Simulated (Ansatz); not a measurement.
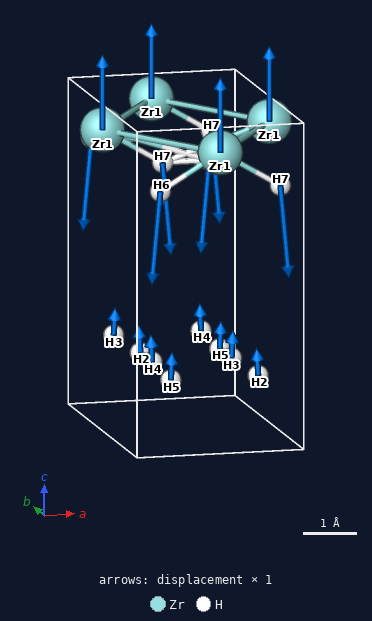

This is a relaxation of a crystal of ZrH6 (a generated structure, set up in Cmm2) (coarse preliminary run). The starting structure is drawn; blue arrows show the displacements (the part carried along by the change of the cell is left out), at their true length.

A ball-and-stick model of the conventional cell (2 times the calculation's cell), seen slightly off an axis. Lengths and directions refer to the drawn axes.

The calculation used Ansatz 0.2.0, DFT PBE, scalar-relativistic, plane waves, PAW.

Input file:
```yaml
crystal:
  lattice:
    - [1.65458023, -2.68805332, 0.0]
    - [1.65458023, 2.68805332, 0.0]
    - [0.0, 0.0, 6.39977814]
  atoms:
    - { symbol: Zr, position: [0.5, 0.5, 0.07690868] }
    - { symbol: H, position: [0.8469168, 0.67678212, 0.78157693] }
    - { symbol: H, position: [0.1530832, 0.32321788, 0.78157693] }
    - { symbol: H, position: [0.67678212, 0.8469168, 0.78157693] }
    - { symbol: H, position: [0.32321788, 0.1530832, 0.78157693] }
    - { symbol: H, position: [0.14035308, 0.14035308, 0.18704218] }
    - { symbol: H, position: [0.85964692, 0.85964692, 0.18704218] }
basis:
  ecutwfc: 420
kpoints:
  mp_grid: { grid: [6, 6, 4] }
hamiltonian:
  xc: pbe
scf:
  occupations: { method: gaussian, width: 0.1 }
  lower_state_search: "off"
output:
  forces: true
  stress: true
  eigenvalues: true
relax:
  adjacent_minimum: "off"
  f_tol: 0.04
  max_steps: 70
  cell: { stress_tol: 0.4 }
```

Run as
```bash
ansatz run input.yaml --threads 1 --pin off --max-ram 2560MiB --backend cpu --events-out ev --progress --plain --runs-dir out
```

**What happened in the run?**

The largest moves relative to the cell, 1.86 Å, are those of H6 and H7. H6 goes along −c. By element the largest moves are H 1.86 Å, Zr 1.49 Å. The volume changes by +52.0 %, with a 3.309 → 3.898 Å (+17.8 %), b 5.376 → 5.059 Å (−5.9 %), c 6.400 → 8.777 Å (+37.1 %). Some distances before and after: Zr1–H6 1.383 → 4.580 Å, Zr1–H6 (another image) 2.233 → 4.889 Å, Zr1–Zr1 3.309 → 3.898 Å, H6–H7 0.929 → 0.751 Å. Bonds break: Zr1–H6 (1.38 → 4.58 Å), Zr1–H6 (2.23 → 4.89 Å), Zr1–H7 (1.38 → 4.58 Å), Zr1–H7 (2.23 → 4.89 Å). The space group stays Cmm2 (No. 35). Over 18 accepted moves (21 points after the start) the energy falls by 1022 meV per atom. Largest force component: 11 eV/Å at the start, 0.0092 eV/Å at the end. Pressure: 31.54 GPa at the start and 0.06 GPa at the end. The line search rejected the trial step at point 6 of the run. The SCF was repeated twice at an unchanged geometry on a basis and grid sized afresh for the cell, which shifted the energy by 13.0 meV per atom at most. The run took 87 s on 1 thread of Intel(R) Xeon(R) Processor @ 2.70GHz, on a shared host, peak memory 0.42 GiB.
